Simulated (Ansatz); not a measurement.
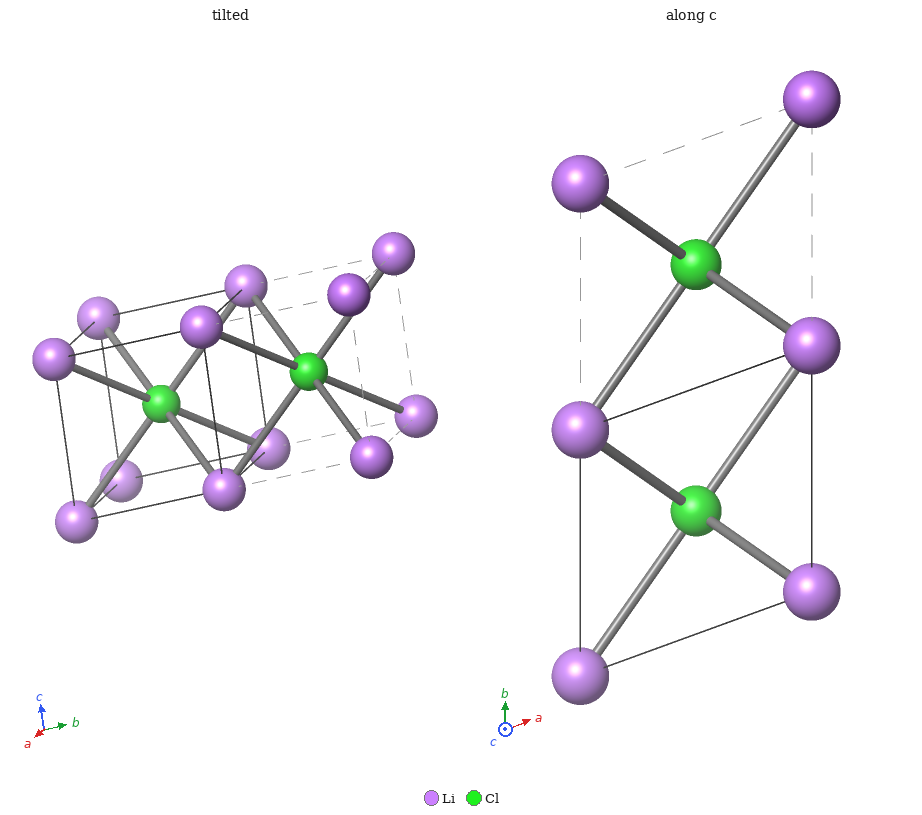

Ball-and-stick representation of a periodic structure, projected slightly off an axis and along the c axis. The picture spans 1×2×1 cells, one simulation cell being drawn with solid lines.

The program read this input:
```yaml
crystal:
  lattice:
    - [0.0255603699, 2.5560369926, 2.5560369926]
    - [2.5560369926, 0.0255603699, 2.5560369926]
    - [2.5815973625, 2.5815973625, 0.0]
  atoms:
    - { symbol: Li, position: [0.0, 0.0, 0.0] }
    - { symbol: Cl, position: [0.5, 0.5, 0.5] }
kpoints:
  mp_grid: { grid: [6, 6, 6] }
  band_path:
    path:
      - [0.0, 0.0, 0.0]
      - [0.5, 0.0, 0.5]
      - [0.625, 0.25, 0.625]
      - [0.375, 0.375, 0.75]
      - [0.5, 0.5, 0.5]
      - [0.5, 0.25, 0.75]
      - [0.0625, 0.0625, 0.125]
    npoints: 1
hamiltonian:
  xc: hse06
scf:
  occupations: { method: fixed }
  n_extra_bands: 4
output:
  forces: true
  stress: true
  eigenvalues: true
```
Run as:
```sh
ansatz run input.yaml --threads 4 --pin off --max-ram 4608MiB --backend cpu --events-out ev --progress --plain --runs-dir out
```

Run with DFT, HSE06, plane waves, PAW (Ansatz) and these settings: a kinetic-energy cutoff of 420 eV, 6×6×6 k-mesh, no spin polarisation.

Q: What does the calculation say: metal or gapped?

A: An insulator at this level, with a gap of 7.72 eV, direct.

Q: Under what pressure is the structure?

A: The computed pressure is 0.1 GPa, close to zero.

The structure was taken from a structure type filled with these elements by a generator (whether the compound takes this form wasn't checked). The cell was then strained or its atoms displaced on purpose. A calculation with Ansatz used it as input.
